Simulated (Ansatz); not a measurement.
System: CoO, space group R-3m (No. 166).

Starting cell:
```
CELL_PARAMETERS angstrom
1.50547 0.86918 2.43993
-1.50547 0.86918 2.43993
0.00000 -1.73837 2.43993
ATOMIC_POSITIONS crystal
Co 0.00000 0.00000 0.00000
O 0.50000 0.50000 0.50000
```

Method: several magnetic starts of one crystal ranked at fixed atoms, signs over the magnetic atoms (u up, d down), a propagation vector with a half doubling the cell with reversed moments; plane-wave DFT of a periodic cell (Ansatz 0.2.0). Level: PBEsol.

cell charge 0 e; exact exchange fraction 0; potentials PAW default; wave cutoff 420 eV; k mesh 18x18x18; occupation rule Gaussian; occupation width 0.1 eV.

The k mesh is that of the cell as given; doubled cells use half as many points along the doubled vectors; key: 1 = non-magnetic; 2 = ferromagnetic; 3 = parallel large; 4 = ferrimagnetic (signs ud); 5 = antiferromagnetic doubled q=(0 0 1/2); 6 = antiferromagnetic doubled q=(0 1/2 1/2); 7 = antiferromagnetic doubled q=(1/2 1/2 1/2); 8 = parallel small.

What does the calculation give for the energy above the lowest of each magnetic start?

No. 4 ended ferromagnetic. Among these starts the lowest is no. 5; the next, no. 7, is 5 meV/atom higher.

```
magnetic start  energy above the lowest (meV/atom)  largest site moment (μB)        final order
         no. 1                                 315                     0.000       non-magnetic
         no. 2                                  73                     2.500      ferromagnetic
         no. 3                                  73                     2.500      ferromagnetic
         no. 4                                  73                     2.500      ferromagnetic
         no. 5                                   0                     2.360  antiferromagnetic
         no. 6                                 114                     2.253  antiferromagnetic
         no. 7                                   5                     2.359  antiferromagnetic
         no. 8                                  73                     2.500      ferromagnetic
```

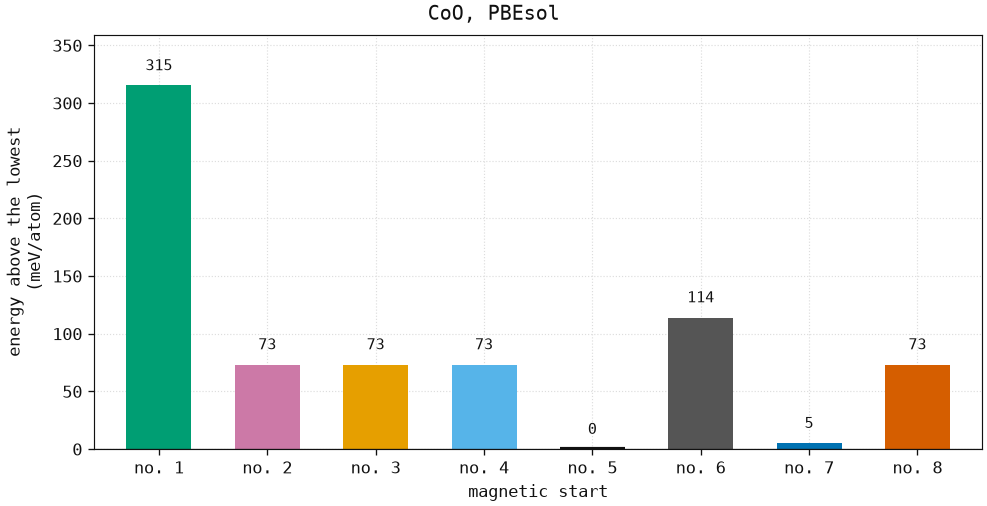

Limits of the calculation: in some of the runs the starting moments died away.
